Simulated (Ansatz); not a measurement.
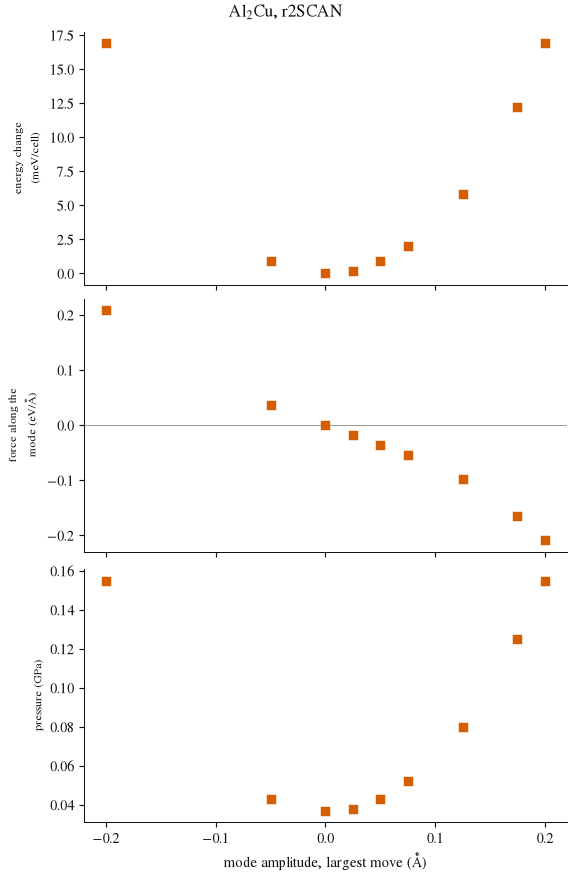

The picture above shows the energy change, force along the mode and pressure against mode amplitude for Al₂Cu, space group P4/mmm (No. 123).

The given structure:
```
CELL_PARAMETERS angstrom
4.08803 0.00000 0.00000
0.00000 4.08803 2.85133
0.00000 -4.08803 2.85133
ATOMIC_POSITIONS crystal
Al 0.50000 0.75000 0.75000
Al 0.50000 0.25000 0.25000
Al 0.00000 0.50000 0.00000
Al 0.00000 0.00000 0.50000
Cu 0.00000 0.50000 0.50000
Cu 0.00000 0.00000 0.00000
```

Displacement pattern for amplitude 1 (x, y, z for each atom, in the order of the cell):
```
atom     x      y     z
 Al1  0.00   1.00  0.00
 Al2  0.00  -1.00  0.00
 Al3  0.00   0.00  0.00
 Al4  0.00   0.00  0.00
 Cu5  0.00   0.00  0.00
 Cu6  0.00   0.00  0.00
```

Computed with Ansatz 0.2.0: a normal mode of the cell frozen into a crystal at growing amplitude, by plane-wave density functional theory with PAW datasets, free energies less that of the undisturbed cell, pressure positive in compression; scalar-relativistic. Level: r2SCAN, no spin polarisation.

- wave cutoff: 500 eV
- k mesh: 12×10×10
- occupations: Gaussian
- smearing width: 0.15 eV
- k shift: (0, 0, 0) (mesh steps)
- start: relaxed

The points at mode amplitude −0.15, −0.05, 0.1 and 0.2 follow from computed ones by symmetry.

The points at mode amplitude −0.150 Å, −0.100 Å, 0.100 Å and 0.150 Å are left out of the plot. What values does the calculation give there?

| mode amplitude, largest move (Å) | energy change (meV/cell) | force along the mode (eV/Å) | pressure (GPa) |
| --- | --- | --- | --- |
| −0.150 | 8.6 | 0.1284 | 0.100 |
| −0.100 | 3.6 | 0.0744 | 0.064 |
| 0.100 | 3.6 | −0.0744 | 0.064 |
| 0.150 | 8.6 | −0.1284 | 0.100 |
